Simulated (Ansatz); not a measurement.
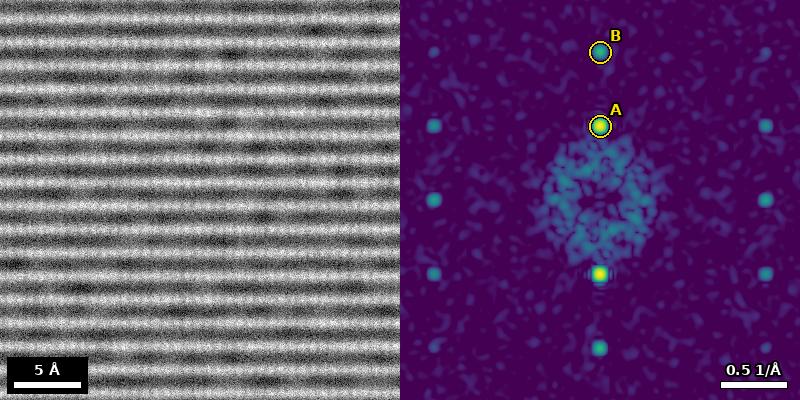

iDPC-like image of Co (Fm-3m, No. 225) along [210]. Simulated as the projected potential of neutral atoms (B = 0.5 Å²) blurred by a 0.50 Å probe, the thin-sample limit of integrated differential phase contrast. The display is stretched by a gamma of 0.65; percentages refer to the linear signal. Shot noise and the speckle of an amorphous layer were added. Atomic positions: the end point of a relaxation with DFT, BLYP, plane waves (420 eV) with PAW, scalar-relativistic in Ansatz; the starting structure was generated, so it need not be a known form of this composition.

The right panel is the modulus of the image's Fourier transform on a logarithmic scale.

a = 3.509 Å, b = 3.509 Å, c = 3.509 Å, α = 90.00°, β = 90.00°, γ = 90.00°

> Index the marked spots and give their plane spacings (the zone axis points at the viewer; indices equivalent by symmetry, or all signs reversed, are as good).

A: (0 0 -2), d = 1.75 Å; B: (0 0 -4), d = 0.88 Å. A and B enclose 0°, and every spot obeys the zone law hu + kv + lw = 0 for [210].
